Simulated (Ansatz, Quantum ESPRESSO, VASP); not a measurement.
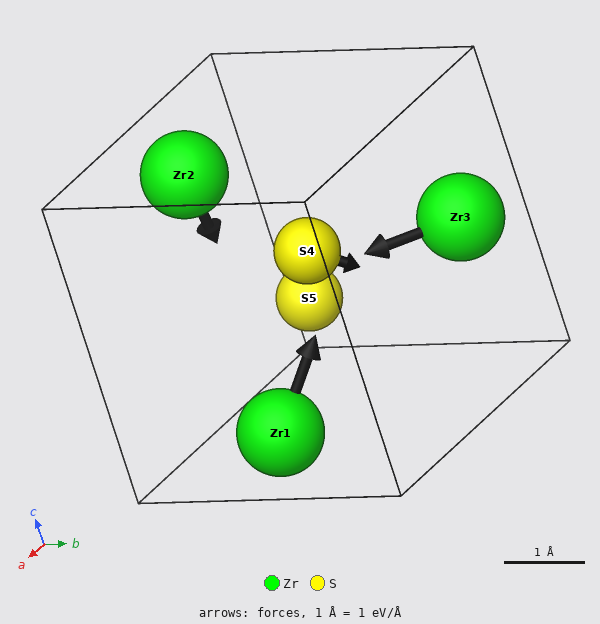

Zr₃S₂ (5 atoms) with its atoms moved off their places at random, by some hundredths of an ångström. The arrows are the forces from Quantum ESPRESSO (SSSP 1.3 efficiency). The parent cell is a structure listed in the Materials Project. It needn't be the stable form of this composition.

```
Zr S
1.0
     2.90254    1.67578    3.48777
    -2.90254    1.67578    3.48777
     0.00000   -3.35156    3.48777
Zr S
3 2
Direct
  0.84516 0.49576 0.14686
  0.49626 0.16190 0.84770
  0.14023 0.85679 0.49747
  0.65685 0.66433 0.66125
  0.33267 0.34574 0.33784
```

The same cell was run in three programs or potential sets. Alike in all runs: functional PBE; k mesh 6 × 6 × 6 on the run's cell of 5 atoms; occupations fermi-dirac, width 0.05 eV; no spin polarisation; no spin-orbit coupling. The table gives the size of the force on four of the five atoms, with the net force on the cell removed.

```tsv
program	force on Zr1 (eV/Å)	force on Zr2 (eV/Å)	force on Zr3 (eV/Å)	force on S4 (eV/Å)
Quantum ESPRESSO (SSSP 1.3 efficiency)	0.817	0.605	0.831	0.309
Ansatz (Ansatz PAW)	?	?	?	?
VASP (PBE potentials, release 64 Zr_sv, S)	0.814	0.603	0.829	0.311
```

What does Ansatz (Ansatz PAW) give?

Answer. 0.815 eV/Å on Zr1, 0.604 eV/Å on Zr2, 0.830 eV/Å on Zr3 and 0.309 eV/Å on S4. The medians of the other rows are 0.815, 0.604, 0.830, 0.310 eV/Å.

How well do the programs agree?

Answer. The force on Zr3, the largest, spans 0.829 to 0.831 eV/Å. Against the median force vectors, the rows deviate by 0.002 eV/Å rms as a rule and by 0.002 eV/Å at most. With one functional throughout, the spread comes from potentials, basis sets and numerical settings. Deviations count direction as well as size.
